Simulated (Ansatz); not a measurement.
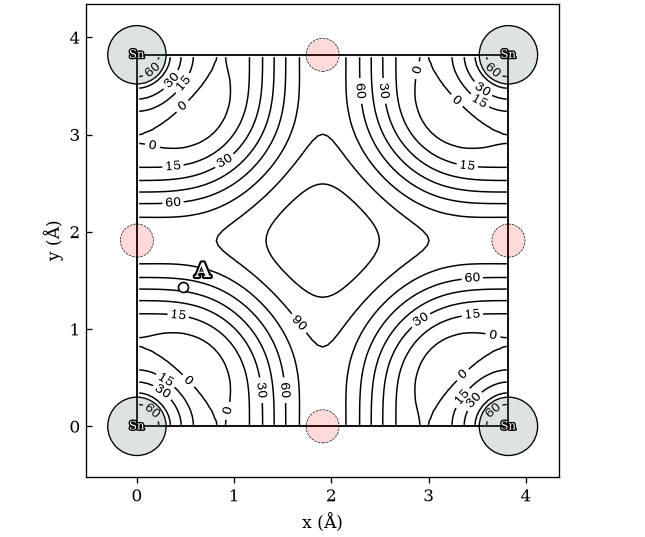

H on a two-dimensional sheet of SnO (4 atoms of substrate and one adsorbate in a 1 × 1 cell). H is moved over the surface cell at a fixed height above a rigid substrate; the origin of the map has the adsorbate above Sn4; the height is held at 2.20 Å. Places are given modulo a cell vector. The map is drawn in real space over the plane of the surface. Grid: 8 × 8 points; 15 points were computed and 49 follow by symmetry. Energies are in meV, from the lowest grid point. With one adsorbate in each 1 × 1 cell, its nearest image is 3.8 Å away, so neighbouring adsorbates interact. At a fixed height the lowest place need not be the adsorption site. Level of theory: DFT PBE+D3(BJ), scalar-relativistic, plane waves, PAW (Ansatz). Settings: cutoff 420 eV, k-mesh 7×7×1, gaussian smearing 0.05 eV, spin-polarised.

Drawn: contour lines labelled in meV, labelled circles for the atoms of the top layer and small ones for the second layer, the outline of one cell of the plane, the point A. Between grid points the surface is interpolated.

Question: Which way does the force act at A, and how strong is it?

Answer: A, at (1/8, 3/8) of the cell vectors, is not a stationary point. The computed force is 0.12 eV/Å in the plane, pointing down in the picture (components −0.02 and −0.12 eV/Å).

PAW datasets: the set soft_1.
